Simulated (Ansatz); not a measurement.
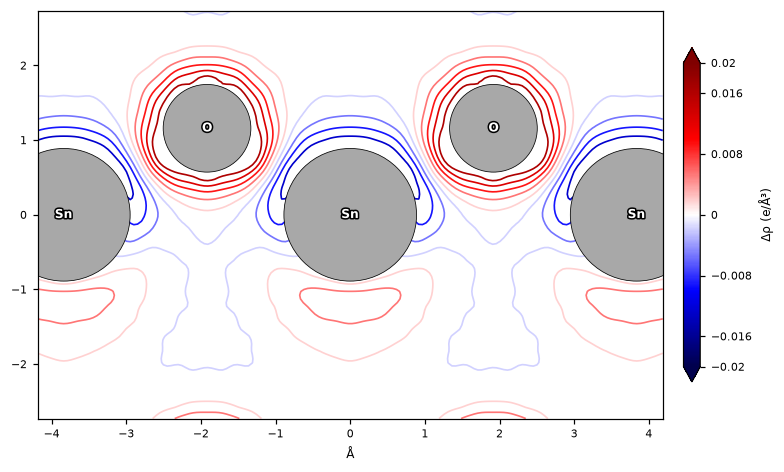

SnO. Difference of the valence pseudo-densities of two functionals at the same geometry, on the (010) plane of the calculation cell: one of PBE and r2SCAN less the other.

Both computed with Ansatz (plane waves, PAW), on the same k-point mesh. Grey discs cover the atomic cores.

```
Sn O
1.0
     3.83656    0.00000    0.00000
     0.00000    3.83656    0.00000
     0.00000    0.00000    4.75945
Sn O
2 2
Direct
  0.50000 0.00000 0.24347
  0.00000 0.50000 0.75653
  0.00000 0.00000 0.00000
  0.50000 0.50000 0.00000
```

Which was subtracted from which, and what does the map show?

It is r2SCAN less PBE. Against PBE, r2SCAN gives less density around Sn (−0.007 e/Å³ on average at 1.0 Å from the nucleus), more density around O (+0.015 e/Å³ on average at 0.7 Å from the nucleus) and a change of −0.007 e/Å³ at the midpoint of Sn–O.
